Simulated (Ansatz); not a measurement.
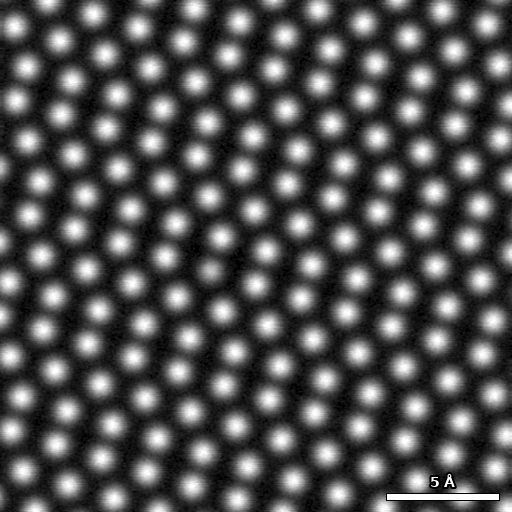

Dark-field STEM-like image of Lu (P6/mmm, No. 191) along [102]. Simulated incoherent Z contrast: every atom adds Z^1.7 spread by a probe of 0.77 Å full width; channelling and multiple scattering are left out. The probe carries 25 % of its weight in a tail 2.5 times as wide. The display is stretched by a gamma of 0.65; percentages refer to the linear signal. Shot noise and a slight drift were added.

The sample is 3 repeats (26.5 Å) thick. One point defect was put into the perfect crystal, without relaxing the atoms around it. Brightness is counted from the darkest point of the image. Host structure: the geometry given to an electronic-structure calculation, possibly off equilibrium; the starting structure was generated, so it need not be a known form of this composition.

**Where is the defect (in Å from the left and the top edge), and what does its contrast suggest?**

At about 10 Å from the left and 12 Å from the top. The column is dimmer, which points to a vacancy or a lighter atom. The column holds 3 atoms (Lu) through the sample, and one Lu atom is missing, so its peak drops to about 65 % of that of its equals.
